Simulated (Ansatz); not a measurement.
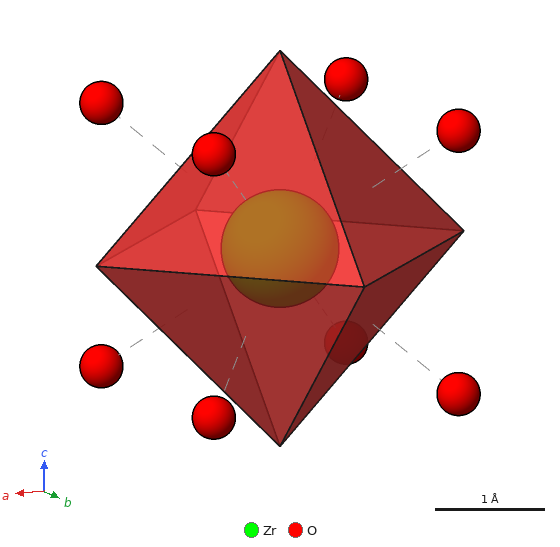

The polyhedron is the computed Voronoi (Dirichlet) cell of the central atom: each face lies in the plane that bisects the line to a neighbour. Central atom: Zr (4a) in ZrO₂; faces take the colour of the neighbour behind them. Origin: the end point of a relaxation (final pressure about 20 GPa) with DFT, PAW plane waves, r2scan in Ansatz.

ZrO2, space group Fm-3m (No. 225), a = 4.976 Å, b = 4.976 Å, c = 4.976 Å, α = 90.00°, β = 90.00°, γ = 90.00°

| site | Wyckoff | x | y | z |
| --- | --- | --- | --- | --- |
| Zr | 4a | 0.0000 | 0.0000 | 0.0000 |
| O | 8c | 0.2500 | 0.7500 | 0.7500 |

**Which neighbours share a face with the central atom?**

8 O (100 % of the solid angle).

**Give the Voronoi index ⟨n3,n4,n5,n6,…⟩ (numbers of faces with 3, 4, 5, 6 … edges).**

8 faces, index ⟨8,0,0,0⟩: an octahedron.
